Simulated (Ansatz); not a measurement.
LiCl (space group P6_3mc, No. 186): the input geometry of an electronic-structure calculation (not necessarily at equilibrium); the starting structure was generated, so it need not be a known form of this composition.

```yaml
crystal:
  lattice:
    - [3.89418, 0.00000, 0.00000]
    - [-1.94709, 3.37246, 0.00000]
    - [0.00000, 0.00000, 6.22446]
  atoms:
    - { symbol: Li, position: [0.33333, 0.66667, 0.99687] }
    - { symbol: Li, position: [0.66667, 0.33333, 0.49687] }
    - { symbol: Cl, position: [0.33333, 0.66667, 0.37813] }
    - { symbol: Cl, position: [0.66667, 0.33333, 0.87813] }
```

Bonds are taken as Cl–Li below 2.7 Å; no other contact counts. Simplification: prune 0- and 1-connected atoms, fold 2-connected ones into links.

What net does this leave?

The result is a uninodal 4-connected, three-periodic net: Li and Cl are 4-connected nodes. It is the lon net, known from lonsdaleite, wurtzite and tridymite. It is a single net, without interpenetration.

```tsv
node	links	point symbol	coordination sequence
Li and Cl	4	6⁶	4 12 25 44 67 96 130 170 214 264
```

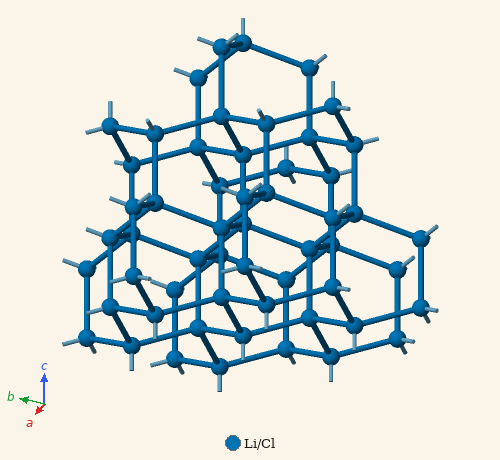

Nodes are coloured by topological kind. Edges to nodes outside the piece are drawn as stubs.
